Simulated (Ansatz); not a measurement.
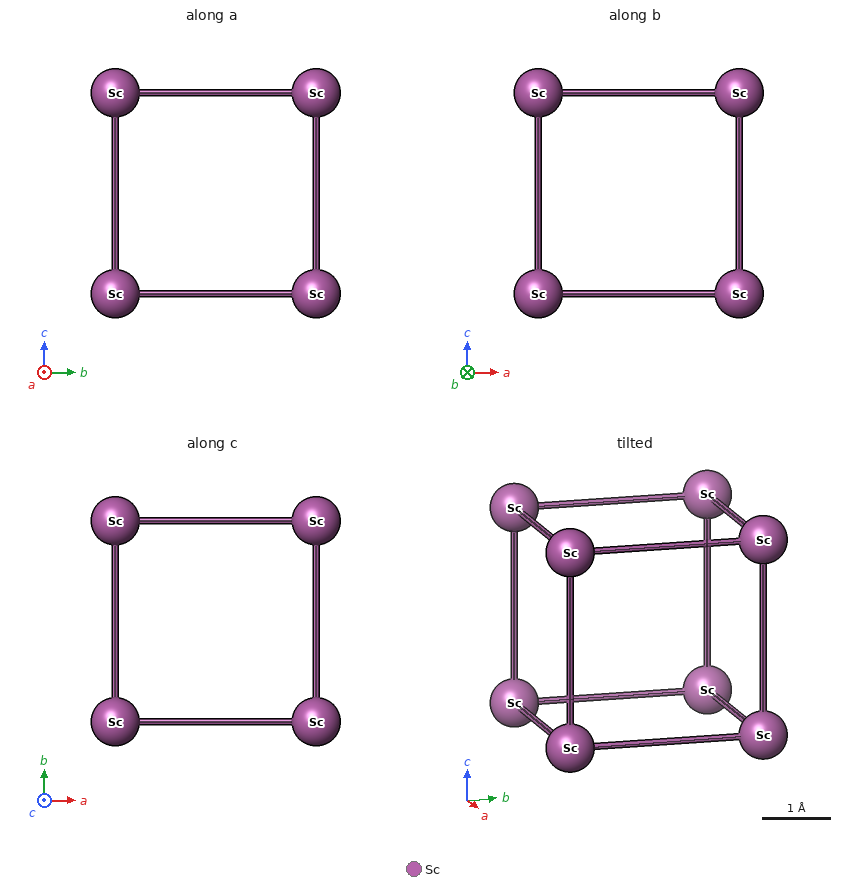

The crystal in a ball-and-stick representation, seen along the a axis, along the b axis, along the c axis and slightly off an axis. The edges of the conventional unit cell are marked.

Lattice parameters: a = 2.9749 Å, b = 2.9749 Å, c = 2.9749 Å, α = 90.000°, β = 90.000°, γ = 90.000°.

Give the atomic positions as a CIF in P1 with every atom of the cell.

```cif
data_structure
_symmetry_space_group_name_H-M 'P 1'
_symmetry_Int_Tables_number 1
_cell_length_a 2.9749
_cell_length_b 2.9749
_cell_length_c 2.9749
_cell_angle_alpha 90.000
_cell_angle_beta 90.000
_cell_angle_gamma 90.000
_cell_volume 26.33
loop_
_atom_site_label
_atom_site_type_symbol
_atom_site_fract_x
_atom_site_fract_y
_atom_site_fract_z
_atom_site_occupancy
Sc1 Sc 0.0000 0.0000 0.0000 1
```

Origin of the cell: a structure type filled with this element by a generator (whether the element takes this form wasn't checked). The picture shows the end point of a geometry optimisation with Ansatz, DFT, PBE, plane waves (420 eV) with PAW, scalar-relativistic.
